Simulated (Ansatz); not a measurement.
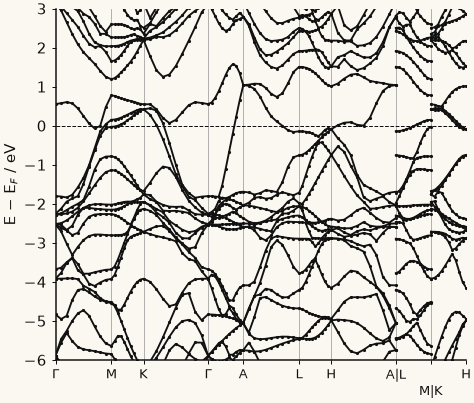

Describe the figure.

Band structure of TaSi2, space group P6_222, 9 atoms in the cell (a = 4.780 Å, c = 6.564 Å (hexagonal axes)). Ansatz; PBE, Ansatz PAW, no spin polarisation, no spin-orbit coupling, 7×7×4 k mesh, 420 eV cutoff, Fermi-Dirac smearing of 0.05 eV. Energies are counted from the Fermi level.

A metal: bands cross the Fermi level along this path. At Γ the nearest levels lie 1.80 eV below and 0.56 eV above the Fermi level.

The cell's inner coordinates are idealised or old. Spin-orbit coupling is left out, which matters for Ta. The cell is at 4 GPa in this functional. Bands are joined in order of energy, so crossings between the computed points show as kinks or gaps.
